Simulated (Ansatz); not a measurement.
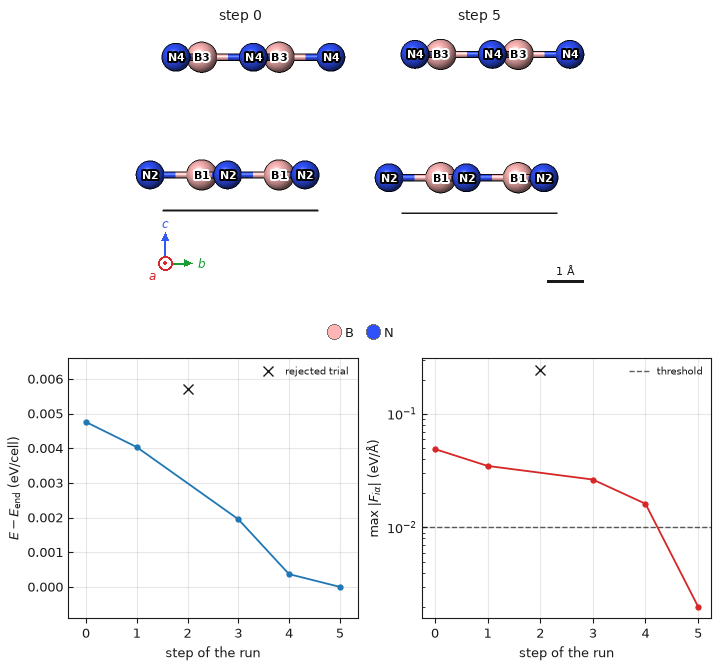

First and last geometry of a constrained relaxation of a slab of composition BN, with the history of the run. Style: ball-and-stick. Shown: the 3 × 2 repeat of the cell, outlined in the plane, without the vacuum, along the a axis.

Case: bilayer, upper layer turned by 180 degrees and shifted by (0.5, 0).

The calculation used DFT PBE+D3(BJ), scalar-relativistic, plane waves, PAW (Ansatz). Settings: plane-wave cutoff 420 eV; k-point mesh 10 × 10 × 1; occupations gaussian; smearing width 0.02 eV; no spin polarisation; atoms relaxed in a fixed cell; force threshold 0.01 eV/Å; at most 50 steps.

Q: What do the curves and the structures tell?

A: It converged. The largest moves relative to the layer's centre, 0.081 Å, are those of B1, N2, B3 and N4. N2 goes along the normal (−c). By element the largest moves are N 0.081 Å, B 0.080 Å. The cell doesn't change. After 4 accepted moves (5 points after the start) the energy has fallen by 4.8 meV per cell of the calculation. Largest force component: 0.049 eV/Å at the start, 0.002 eV/Å at the end. The line search rejected the trial step at point 2 of the run.

```tsv
step	E − E(0), meV/atom	largest force component, eV/Å	note
0	0.00	0.0490	
1	-0.18	0.0348	
2	0.24	0.2458	rejected
3	-0.70	0.0264	
4	-1.10	0.0162	
5	-1.19	0.0020
```
